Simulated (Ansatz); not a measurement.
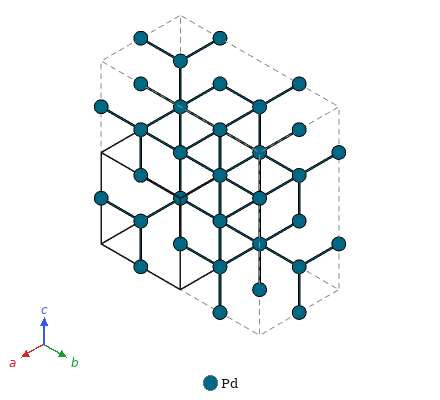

The structure, seen along [111]; the drawing may span several cells.

Structure (in its standard cell), the end point of a relaxation with DFT, PBE, plane waves (420 eV) with PAW, scalar-relativistic (Ansatz); the starting structure was generated, so it need not be a known form of this composition:

```cif
data_structure
_symmetry_space_group_name_H-M 'Fd-3m:1'
_symmetry_Int_Tables_number 227
_cell_length_a 5.8085
_cell_length_b 5.8085
_cell_length_c 5.8085
_cell_angle_alpha 90.000
_cell_angle_beta 90.000
_cell_angle_gamma 90.000
_cell_volume 195.97
loop_
_atom_site_label
_atom_site_type_symbol
_atom_site_symmetry_multiplicity
_atom_site_Wyckoff_symbol
_atom_site_fract_x
_atom_site_fract_y
_atom_site_fract_z
_atom_site_occupancy
Pd1 Pd 8 b 0.25000 0.25000 0.75000 1
```

### Predict the [111] zone-axis pattern (200 kV, kinematic, B = 0.5 Å²).

The spots form a hexagonal net with both shortest vectors at d = 2.05 Å, 60.0° apart. They are -2 2 0 and -2 0 2. The pattern has symmetry 6mm. The lattice centring (F) removes all reflections that break h + k = 2n, h + l = 2n.

Strongest reflections with d > 0.80 Å, one of each family (|F|² from tabulated Gaussian fits of the electron scattering factors, times a small damping for the curvature of the Ewald sphere):

```csv
hkl,d (Å),I (strongest = 100)
2 0 -2,2.054,100
4 -2 -2,1.186,30
4 0 -4,1.027,20
```

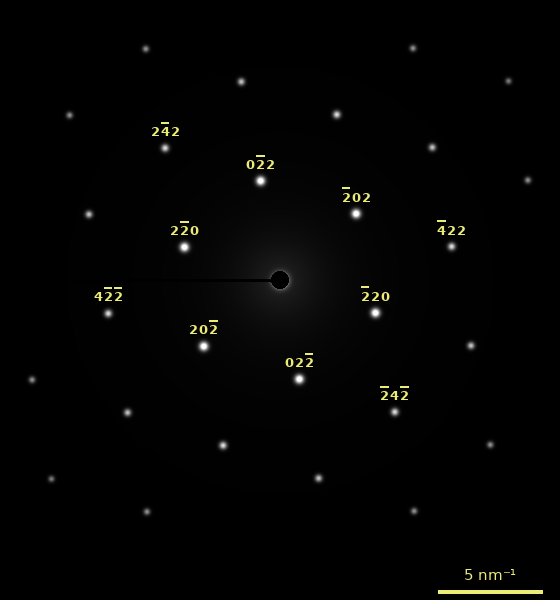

Calculated pattern, seen from the source side with [111] pointing towards the source.
